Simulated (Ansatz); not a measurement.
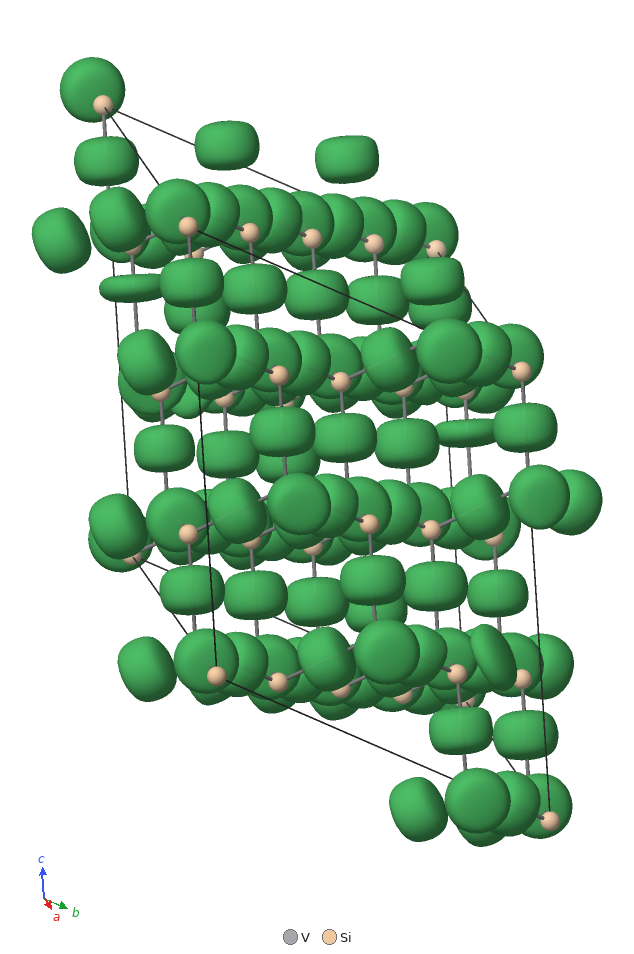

Figure 1: VSi31 (cell with a defect). Isosurface of the electron localisation function at 0.8 (green), seen slightly off an axis. Only the valence region is drawn (cores and ρ < 0.01 e/Å³ removed). Sticks mark near contacts.

Spin-polarised.

Method: DFT PBE, scalar-relativistic, plane waves, PAW in Ansatz.

```
V Si
1.0
     5.47009   -5.47009    5.47009
    -5.47009    5.47009    5.47009
    -5.47009   -5.47009   -5.47009
V Si
1 31
Direct
  0.25000 0.00000 0.50000
  0.50076 0.00000 0.24828
  0.75000 0.00000 0.00000
  0.99828 0.25076 0.50000
  0.25000 0.25076 0.24828
  0.99828 0.00000 0.75076
  0.75000 0.50000 0.50000
  0.50172 0.25172 0.00248
  0.75248 0.25172 0.75172
  0.99924 0.49752 0.24924
  0.50076 0.74828 0.50000
  0.25000 0.50000 0.00000
  0.74752 0.74924 0.24924
  0.50172 0.50248 0.75172
  0.99924 0.74924 0.99752
  0.25000 0.74828 0.75076
  0.25000 0.74932 0.00050
  0.50068 0.75119 0.75068
  0.75050 0.74932 0.50000
  0.99932 0.00000 0.00050
  0.25000 0.00000 0.75678
  0.99322 0.74322 0.24322
  0.74950 0.24881 0.99950
  0.50678 0.00000 0.50000
  0.75050 0.00000 0.24932
  0.00119 0.25068 0.75068
  0.49881 0.49950 0.99950
  0.25000 0.25678 0.50000
  0.74950 0.49950 0.74881
  0.50068 0.25068 0.25119
  0.99932 0.50050 0.50000
  0.25000 0.50050 0.24932
```

> Identify the bonds, lone pairs and shells in this picture.

The ELF exceeds this value in 60 regions between bonded Si–Si atoms and four lobes of the valence shell of Si pointing towards V (polar bonds), counted in one cell of 32 atoms. Regions shared between cells count once.

Values along the shortest contacts:
Si–Si (2.36 Å): the ELF peaks at about 0.95 between the atoms. V–Si (2.43 Å): the ELF peaks at about 0.95 in the valence shell of Si, 0.9 Å from its nucleus, and is about 0.80 at the midpoint.

> How are the moments arranged in this solution?

A single local moment; site moments V: +0.9 μB in one cell of 32 atoms.
